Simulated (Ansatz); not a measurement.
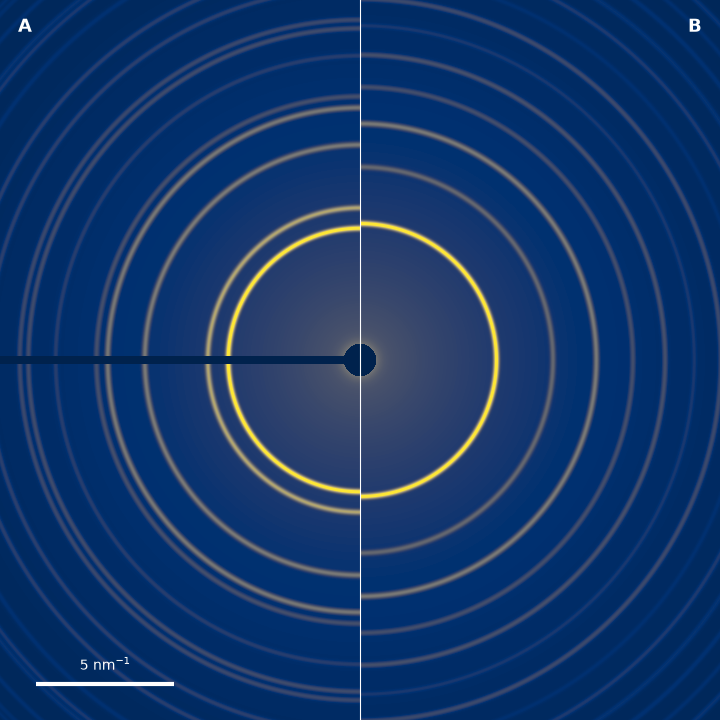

Simulated electron diffraction rings at 200 kV (λ = 0.0251 Å), scale in nm⁻¹ (radius = 1/d), for a fine-grained powder without texture. Kinematic intensities with B = 0.5 Å² for all atoms, without multiple scattering; brightness goes as intensity to the power 0.5, clipped at the top. Reflections closer than the ring width show as one ring. The left and right halves show two different samples, each scaled to its strongest ring.

Structure 1:
```yaml
crystal:
  lattice:
    - [3.64034, 0.00000, 0.00000]
    - [0.00000, 3.64034, 0.00000]
    - [0.00000, 0.00000, 3.64034]
  atoms:
    - { symbol: Fe, position: [0.00000, 0.00000, 0.00000] }
    - { symbol: Fe, position: [0.00000, 0.50000, 0.50000] }
    - { symbol: Fe, position: [0.50000, 0.00000, 0.50000] }
    - { symbol: Fe, position: [0.50000, 0.50000, 0.00000] }
```

Structure 2:
```
CELL_PARAMETERS angstrom
2.87000 0.00000 0.00000
0.00000 2.87000 0.00000
0.00000 0.00000 2.87000
ATOMIC_POSITIONS crystal
Fe 0.00000 0.00000 0.00000
Fe 0.50000 0.50000 0.50000
```

Origins: 1, the input geometry of an electronic-structure calculation (not necessarily at equilibrium); the starting structure was generated, so it need not be a known form of this composition; 2, the input geometry of an electronic-structure calculation (not necessarily at equilibrium).

### Which structure gives which half?

Half A is structure 1 (Fe): 111 at 4.76 nm⁻¹ (d = 2.10 Å), 200 at 5.49 nm⁻¹ (d = 1.820 Å), 220 at 7.77 nm⁻¹ (d = 1.287 Å), 311 at 9.11 nm⁻¹ (d = 1.098 Å).
Half B is structure 2 (Fe): 110 at 4.93 nm⁻¹ (d = 2.03 Å), 200 at 6.97 nm⁻¹ (d = 1.435 Å), 211 at 8.53 nm⁻¹ (d = 1.172 Å), 220 at 9.86 nm⁻¹ (d = 1.015 Å).
